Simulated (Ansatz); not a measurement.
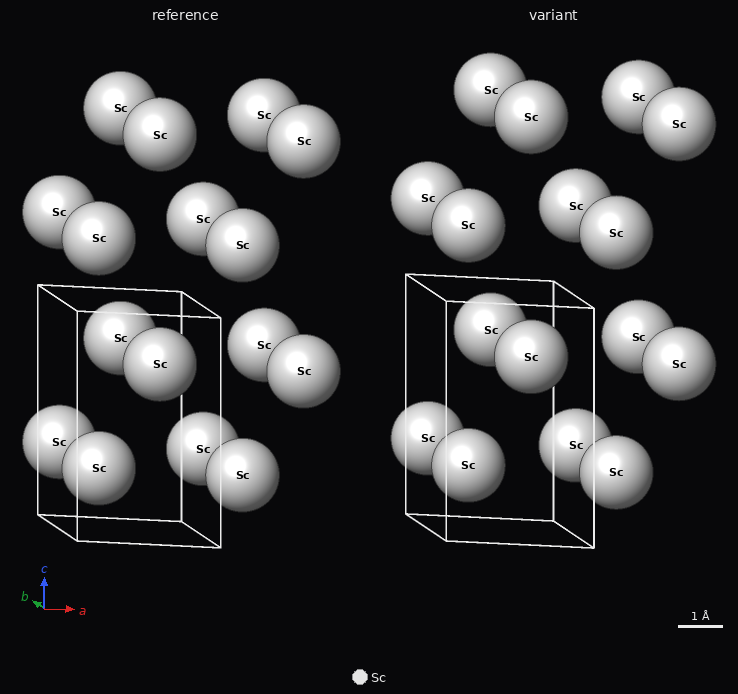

Left: a symmetric starting cell of Sc (made from another compound by putting Sc in place of Y). Right: the same structure after one change, at the same scale. Style: spheres-only. Shown: the cell of the calculation, repeated 2 × 2 × 2 with one cell outlined, slightly off an axis.

The calculation used DFT PBE, scalar-relativistic, plane waves, PAW in Ansatz 0.2.0. Settings: plane-wave cutoff 420 eV; k-point mesh 15 × 15 × 8; occupations gaussian; smearing width 0.1 eV; no spin polarisation.

> What distinguishes the right structure from the left one?

The cell is strained by +4.3 % along c and +2.8 % across it (volume +10.4 %), the atoms keeping their fractional coordinates. No relaxation follows. The starting cell wasn't computed here and needn't be at equilibrium, so pressure and forces aren't due to the change alone.

> And its effect?

The pressure is −7.7 GPa (not all of it need come from the change, since the unchanged cell can be under pressure at this level too). The principal stresses (compression positive) are −8.3 GPa along c and −7.4 GPa across it. All forces vanish by symmetry. Among the bonded contacts that change: Sc–Sc 3.339 → 3.467 Å, Sc–Sc 3.421 → 3.518 Å. The space group stays P6_3/mmc (No. 194).
